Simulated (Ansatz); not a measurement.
## Two runs on MnS

System: MnS (Fm-3m, 2 atoms in the cell).
Method of run A: DFT r2SCAN, scalar-relativistic, plane waves, PAW, spin-polarised (Ansatz 0.2.0).

The structure derives from an entry of the Crystallography Open Database. Text and figures count atoms from 1; the logs count them from 0 in places.

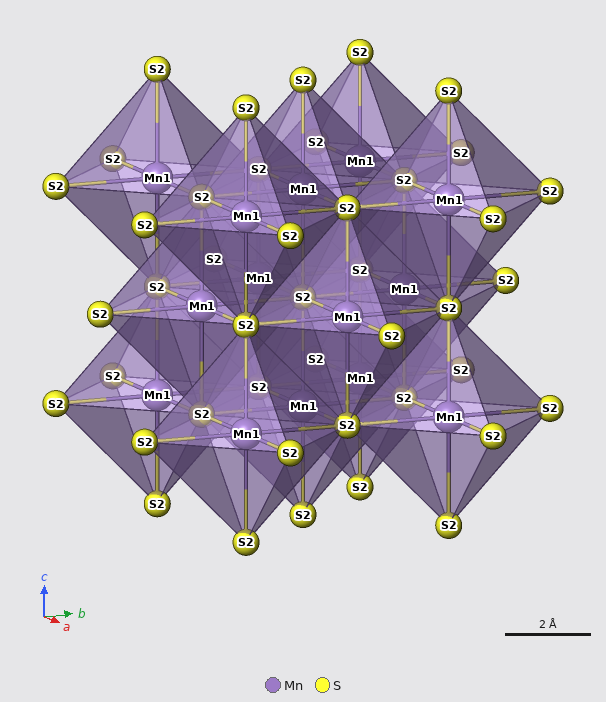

**Figure 1.** The input geometry (polyhedral view of the cell 4 times as large as that of the calculation, set on its symmetry axes, seen slightly off an axis; polyhedra are completed across the faces of the cell; atoms are numbered from 1 in the order of the input).

### Input file, run A
```yaml
crystal:
  lattice:
    - [0.0, 2.6100487641, 2.6100487641]
    - [2.6100487641, 0.0, 2.6100487641]
    - [2.6100487641, 2.6100487641, 0.0]
  atoms:
    - { symbol: Mn, position: [0.0, 0.0, 0.0], spin: 4.91 }
    - { symbol: S, position: [0.5, 0.5, 0.5] }
basis:
  ecutwfc: 500
  ecutrho_ratio: 4
kpoints:
  mp_grid: { grid: [12, 12, 12] }
hamiltonian:
  xc: r2scan
scf:
  occupations: { method: gaussian, width: 0.05 }
output:
  forces: true
  stress: true
  eigenvalues: true
  populations: true
magnetization:
  spin_polarized: true
```

Command:
```bash
ansatz run input.yaml --threads 4 --pin off --max-ram 10240MiB --backend cpu --events-out ev --progress --plain --runs-dir out
```

Hardware: 4 threads of Arm Neoverse V1, 24 GiB of memory available, shared host.

### Output, shortened to warnings, some set-up lines, iterations and results (run A)
```
Basis set: ecut = 500 eV, 893 PW (Γ), exchange–correlation on 108×108×108 points (64 copies of the dense FFT grid, shifted against one another)
Symmetry: 48 space group operations
k-points: 72 of 1728
Initial density: superposition of atomic densities (chi_scale 0.1, normalization cell, long waves kept (reshape's long-wave potential 0.00 eV rms))
[...]
SCF iter   1: F=—  HF=-4811.724144 eV  |F-HF|=—  |Δ(HF+E_count)|=         —  Δρ=5.43e-2 (↑5.43e-2 ↓2.61e-2)  dr2=1.62e0  dr2_τ=4.97e-3  dr2_m=8.64e-2  M=4.976 μB ∫|m|=4.976 …
SCF iter   2: F=—  HF=-4811.715453 eV  |F-HF|=—  |Δ(HF+E_count)|=   8.69e-3  Δρ=2.60e-2 (↑1.95e-2 ↓2.60e-2)  dr2=6.00e-1  dr2_τ=1.22e-2  dr2_m=4.83e-3  M=4.990 μB ∫|m|=4.990 …
SCF iter   3: F=—  HF=-4811.831123 eV  |F-HF|=—  |Δ(HF+E_count)|=   1.16e-1  Δρ=9.20e-3 (↑7.69e-3 ↓9.20e-3)  dr2=8.62e-2  dr2_τ=1.06e-3  dr2_m=1.76e-3  M=4.991 μB ∫|m|=4.991 …
SCF iter   4: F=—  HF=-4811.827492 eV  |F-HF|=—  |Δ(HF+E_count)|=         —  Δρ=5.00e-3 (↑4.91e-3 ↓5.00e-3)  dr2=2.44e-2  dr2_τ=4.60e-4  dr2_m=1.39e-4  M=4.978 μB ∫|m|=4.978 …
SCF iter   5: F=—  HF=-4811.834044 eV  |F-HF|=—  |Δ(HF+E_count)|=   6.55e-3  Δρ=3.89e-3 (↑3.79e-3 ↓3.89e-3)  dr2=1.68e-2  dr2_τ=2.05e-4  dr2_m=3.96e-5  M=4.982 μB ∫|m|=4.982 …
[... 8 lines ...]
SCF iter  14: F=—  HF=-4811.853097 eV  |F-HF|=—  |Δ(HF+E_count)|=   4.53e-7  Δρ=7.79e-6 (↑6.49e-6 ↓7.79e-6)  dr2=2.08e-8  dr2_τ=1.50e-9  dr2_m=9.09e-9  M=4.990 μB ∫|m|=4.990 …
SCF iter  15: F=—  HF=-4811.853097 eV  |F-HF|=—  |Δ(HF+E_count)|=   7.82e-9  Δρ=3.21e-6 (↑3.21e-6 ↓2.28e-6)  dr2=3.76e-9  dr2_τ=1.02e-10  dr2_m=2.75e-10  M=4.990 μB …
SCF iter  16: F=—  HF=-4811.853097 eV  |F-HF|=—  |Δ(HF+E_count)|=   1.23e-7  Δρ=2.44e-6 (↑2.44e-6 ↓1.80e-6)  dr2=2.43e-9  dr2_τ=5.41e-11  dr2_m=2.85e-10  M=4.990 μB …
SCF iter  17: F=-4811.853097 eV  HF=-4811.853097 eV  |F-HF|=4.30e-10  |Δ(HF+E_count)|=   9.73e-8  Δρ=1.14e-6 (↑1.14e-6 ↓6.75e-7)  dr2=7.15e-10  dr2_τ=8.60e-12  dr2_m=3.35e-11 …
SCF 1 converged in 17 iterations: F = -4811.853097 eV  dr2 = 7.15e-10
this state was not tested for a lower state beside it, because the mixer in use, unlike msr1, does not test its closes by its own steps (another_mixer; see scf.mixing.algorithm and scf.lower_state_search)
SCF converged after 17 iterations
Magnetization: 4.9897 μB (12.9948 up, 8.0052 down)
Absolute magnetization: 4.9897 μB (∫|ρ↑−ρ↓|, with the PAW one-centre terms)
Spin contamination: 0.0115 ħ² per cell (⟨S²⟩ above its minimum at these occupations)
Per-site moments (μB) at R_I (Å): [(4.460004931328817, 1.0766451151912502), (0.18466138844211696, 1.0766451151912502)]
Free energy (F): -4811.853097 eV
Harris-Foulkes:  -4811.853097 eV  (|F-HF|=4.30e-10)
Internal energy: -4811.852884 eV  (E = F + TS)
E sigma→0 (E₀):  -4811.852990 eV
Entropy (-TS):   -0.000213 eV (-0.106 meV/atom)
Fermi energy:    10.224437 eV
--- Per-component energies (eV) ---
  E_band       = -321.156037
  E_kinetic    = 405.845458
  E_local      = -2464.758079  (includes V_loc(G=0)·N_el)
  E_nonlocal   = 284.373168
  E_hartree    = 1011.769869
  E_xc         = -198.918077
  E_vxc        = -251.775473  (∫ρ·V_xc dr)
  E_paw        = -1928.750880  (= ΣΔE_a)
  E_vpaw       = -333.432964  (= ΣTr[D̂ρ^β])
  E_aug_tail   = -0.000003  (compensation charges beyond the density's cutoff)
  E_vtau       = 15.053609  (kinetic-family band-sum trace: ∫τ·v_τ [+ j·A + Jᵃ·Aᵃ] dr)
  E_ewald      = -1921.021530
  E_core_change = -0.392810  (= ΣΔE_core)
  E_smearing   = -0.000213  (= −TS)
  E_closure    = -0.000000  (closes the sum)
  Σ components = -4811.853097   (vs F -4811.853097, Δ=0.00e0)
--- Forces (eV/Å), atoms counted from 1 ---
  atom   1  Mn    -0.00000000     0.00000000     0.00000000
  atom   2  S      0.00000000    -0.00000000     0.00000000
  max |Σ_I F_I| component: 3.55e-30 eV/Å
--- Stress (GPa, compression-positive) ---
        0.080004       0.000000      -0.000000
       -0.000000       0.080004       0.000000
        0.000000       0.000000       0.080004
  P = ⅓ Tr σ = 0.0800 GPa (0.800 kbar)
--- Löwdin populations: 2 sites ---
  site symbol       q [e]    m [muB]
     0     Mn     13.8579     4.6910
     1      S      7.0099     0.2590
  spilling = 0.006298 (of n_electrons = 21.000000)
```

The input of run B differs as follows (lines with − go, lines with + come):
```diff
-    - { symbol: Mn, position: [0.0, 0.0, 0.0], spin: 4.91 }
+    - { symbol: Mn, position: [0.0, 0.0, 0.0] }
-  populations: true
-magnetization:
-  spin_polarized: true
```

Predict how the results change.

With the same functional and potentials, run B lies 1759.9 meV per atom higher. The pressure goes from 0.08 to −21.80 GPa. The SCF takes 9 iterations against 17. The two runs start from different initial densities, which also moves the count.

### Output, shortened to warnings, some set-up lines, iterations and results (run B)
```
Basis set: ecut = 500 eV, 893 PW (Γ), exchange–correlation on 108×108×108 points (64 copies of the dense FFT grid, shifted against one another)
Symmetry: 48 space group operations
k-points: 72 of 1728
Initial density: superposition of atomic densities (neutral atoms: chi_scale 0, normalization atom), corrected by the library's trained network
[...]
SCF iter   1: F=—  HF=-4808.153487 eV  |F-HF|=—  |Δ(HF+E_count)|=         —  Δρ=2.47e-2  dr2=3.48e-2  dr2_τ=4.84e-2  ethr=1.77e-3  ⟨swp⟩=4.9  Hψ=5435  notcnv=0
SCF iter   2: F=—  HF=-4808.268565 eV  |F-HF|=—  |Δ(HF+E_count)|=   1.15e-1  Δρ=2.30e-2  dr2=3.38e-2  dr2_τ=1.08e-3  ethr=1.66e-4  ⟨swp⟩=3.0  Hψ=2729  notcnv=0
SCF iter   3: F=—  HF=-4808.309282 eV  |F-HF|=—  |Δ(HF+E_count)|=   4.07e-2  Δρ=1.56e-2  dr2=2.26e-2  dr2_τ=6.42e-4  ethr=1.61e-4  ⟨swp⟩=2.8  Hψ=1963  notcnv=0
SCF iter   4: F=—  HF=-4808.333745 eV  |F-HF|=—  |Δ(HF+E_count)|=   2.45e-2  Δρ=5.23e-3  dr2=8.82e-3  dr2_τ=6.24e-4  ethr=1.08e-4  ⟨swp⟩=3.0  Hψ=2128  notcnv=0
SCF iter   5: F=—  HF=-4808.333062 eV  |F-HF|=—  |Δ(HF+E_count)|=   6.82e-4  Δρ=1.06e-3  dr2=1.25e-4  dr2_τ=1.00e-5  ethr=4.20e-5  ⟨swp⟩=2.1  Hψ=1657  notcnv=0
SCF iter   6: F=—  HF=-4808.333074 eV  |F-HF|=—  |Δ(HF+E_count)|=   1.23e-5  Δρ=1.16e-3  dr2=1.57e-4  dr2_τ=6.55e-6  ethr=5.94e-7  ⟨swp⟩=2.0  Hψ=1912  notcnv=0
SCF iter   7: F=—  HF=-4808.333199 eV  |F-HF|=—  |Δ(HF+E_count)|=   1.24e-4  Δρ=1.60e-4  dr2=3.68e-6  dr2_τ=2.39e-7  ethr=5.94e-7  ⟨swp⟩=2.3  Hψ=1757  notcnv=0
SCF iter   8: F=—  HF=-4808.333202 eV  |F-HF|=—  |Δ(HF+E_count)|=   3.63e-6  Δρ=1.39e-5  dr2=6.59e-8  dr2_τ=5.95e-9  ethr=4.76e-10  ⟨swp⟩=3.6  Hψ=5258  notcnv=0
SCF iter   9: F=-4808.333202 eV  HF=-4808.333202 eV  |F-HF|=3.60e-10  |Δ(HF+E_count)|=   2.01e-8  Δρ=4.17e-6  dr2=3.60e-9  dr2_τ=1.63e-10  ethr=3.14e-10  ⟨swp⟩=1.5  Hψ=3275  …
SCF 1 converged in 9 iterations: F = -4808.333202 eV  dr2 = 3.60e-9
SCF converged after 9 iterations
Free energy (F): -4808.333202 eV
Harris-Foulkes:  -4808.333202 eV  (|F-HF|=3.60e-10)
Internal energy: -4808.312817 eV  (E = F + TS)
E sigma→0 (E₀):  -4808.323010 eV
Entropy (-TS):   -0.020385 eV (-10.193 meV/atom)
Fermi energy:    9.388522 eV
--- Per-component energies (eV) ---
  E_band       = -314.613239
  E_kinetic    = 407.712820
  E_local      = -2463.148094  (includes V_loc(G=0)·N_el)
  E_nonlocal   = 277.330642
  E_hartree    = 1012.368159
  E_xc         = -197.503118
  E_vxc        = -249.582143  (∫ρ·V_xc dr)
  E_paw        = -1923.658883  (= ΣΔE_a)
  E_vpaw       = -326.364771  (= ΣTr[D̂ρ^β])
  E_aug_tail   = -0.000003  (compensation charges beyond the density's cutoff)
  E_vtau       = 14.699649  (kinetic-family band-sum trace: ∫τ·v_τ [+ j·A + Jᵃ·Aᵃ] dr)
  E_ewald      = -1921.021530
  E_core_change = -0.392810  (= ΣΔE_core)
  E_smearing   = -0.020385  (= −TS)
  E_closure    = 0.000000  (closes the sum)
  Σ components = -4808.333202   (vs F -4808.333202, Δ=0.00e0)
--- Forces (eV/Å), atoms counted from 1 ---
  atom   1  Mn    -0.00000000     0.00000000     0.00000000
  atom   2  S      0.00000000     0.00000000     0.00000000
  max |Σ_I F_I| component: 2.50e-30 eV/Å
--- Stress (GPa, compression-positive) ---
      -21.797297      -0.000000       0.000000
        0.000000     -21.797297      -0.000000
       -0.000000      -0.000000     -21.797297
  P = ⅓ Tr σ = -21.7973 GPa (-217.973 kbar)
```

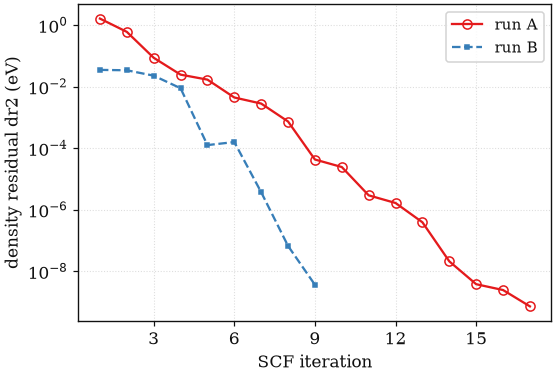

**Figure 2.** Convergence of the two runs: density residual dr2 against the SCF iteration. Run A takes 17 iterations in all, and run B takes 9.

### The two runs side by side

```csv
quantity,run A,run B
outcome,converged,converged
free energy per atom (eV),−2405.9265,−2404.1666
"energy per atom, smearing taken to zero (eV)",−2405.9265,−2404.1615
gap on the mesh (eV),0.00,0.00
net moment of the cell (μB),4.99,–
absolute moment of the cell (μB),4.99,–
pressure (GPa),0.08,−21.80
largest force (eV/Å),0.000,0.000
SCF iterations,17,9
irreducible k-points,72,72
plane waves at Γ,893,893
wall time (shared host),5.8 s,1.9 s
```

For run A: Warnings: the state was not tested for a lower one. For run B: The run has no spin polarisation, so a magnetic state may lie lower. The cell is under a tension of 22 GPa at this level, so it is not at its equilibrium volume.
